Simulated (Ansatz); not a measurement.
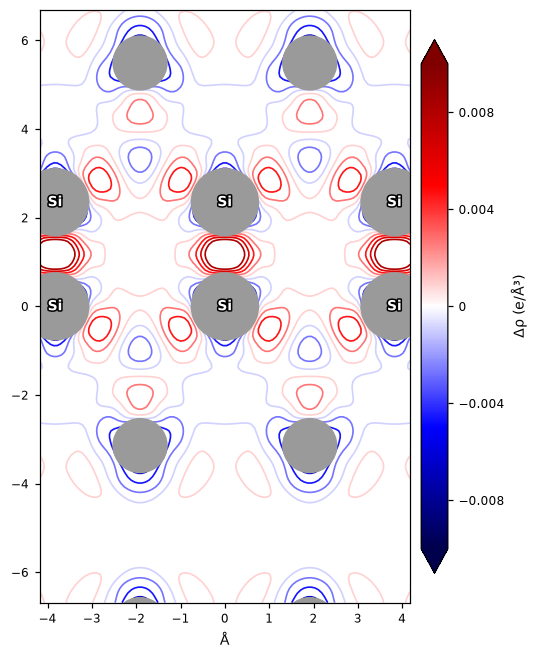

Si: difference of two self-consistent densities at the same geometry, ρ(r2SCAN) − ρ(PBE), on the (010) plane of the conventional cell. Grey discs cover the cores, where the PAW densities can't be compared. Cores are masked to 0.8 Å (Si).

Space group Cmcm. This isn't the usual form at ambient conditions. The cell comes from a database of computed structures, not from a measurement.

Both runs: Ansatz, scalar-relativistic, plane waves and PAW, same cutoff, k-points and PAW files (made with PBE).

```
Si
1.0
     3.82886    0.00000    0.00000
     0.00000   10.70536    0.00000
     0.00000    0.00000   12.67273
Si
24
Direct
  0.50000 0.74273 0.44511
  0.00000 0.24273 0.44511
  0.00000 0.75727 0.55489
  0.50000 0.25727 0.55489
  0.50000 0.74273 0.05489
  0.00000 0.24273 0.05489
  0.00000 0.75727 0.94511
  0.50000 0.25727 0.94511
  0.00000 0.57131 0.65727
  0.50000 0.07131 0.65727
  0.50000 0.92869 0.34273
  0.00000 0.42869 0.34273
  0.00000 0.57131 0.84273
  0.50000 0.07131 0.84273
  0.50000 0.92869 0.15727
  0.00000 0.42869 0.15727
  0.50000 0.52873 0.40937
  0.00000 0.02873 0.40937
  0.00000 0.97127 0.59063
  0.50000 0.47127 0.59063
  0.50000 0.52873 0.09063
  0.00000 0.02873 0.09063
  0.00000 0.97127 0.90937
  0.50000 0.47127 0.90937
```

Question: What differs between the two levels of theory?

Answer: Against PBE, and outside the masked cores, the largest gain, 0.013 e/Å³, lies 1.2 Å from a silicon nucleus, and the largest loss lies at the edge of the masked core of Si. At this volume the pressure is 1 GPa with PBE and 0 GPa with r2SCAN. The gap on the mesh is 0.49 eV with PBE and 0.70 eV with r2SCAN.
